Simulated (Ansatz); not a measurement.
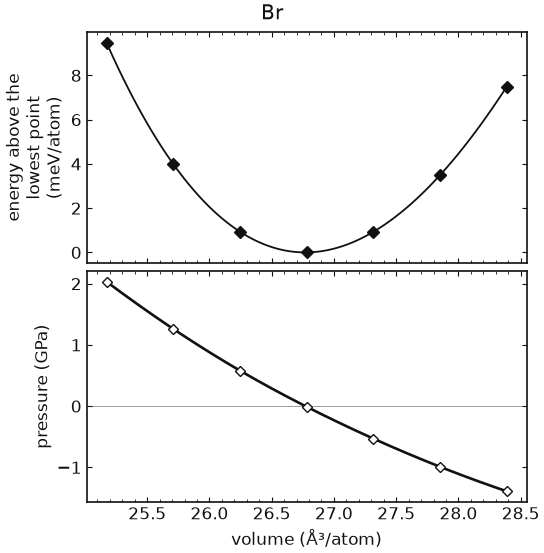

The plot gives the computed energy above the lowest point and pressure against volume for Br, space group Im-3m (No. 229) (one of a set of cubic test structures, which need not be the stable phase).

How it was computed, with Ansatz 0.2.0 development build: equation of state of a cubic crystal from periodic Kohn-Sham density functional theory without spin, third-order Birch-Murnaghan fit to the free energies; pressure corrected for the finite basis. Level: PBE.

- structure type: bcc
- atoms in cell: 1
- space group number: 229
- lattice centring: body-centred primitive
- k mesh: 41×41×41
- occupation method: Fermi–Dirac
- occupation width: 0.06123 eV
- wave cutoff: 420 eV
- datasets: soft-1 PAW
- density tolerance: 1e−07 eV
- bands: 8
- density cutoff ratio: 4
- search for lower states: default

> Give the fitted equation-of-state parameters.

A third-order Birch–Murnaghan fit gives V0 = 26.77 Å³/atom, B0 = 27.9 GPa and B′ = 5.5.

> Read off the course of the pressure.

It falls from 2.032 GPa at volume 25.17 Å³/atom to −1.390 GPa at 28.39 Å³/atom, and changes sign near 26.77 Å³/atom.

Keep in mind: cubic model structure, not the ambient form.
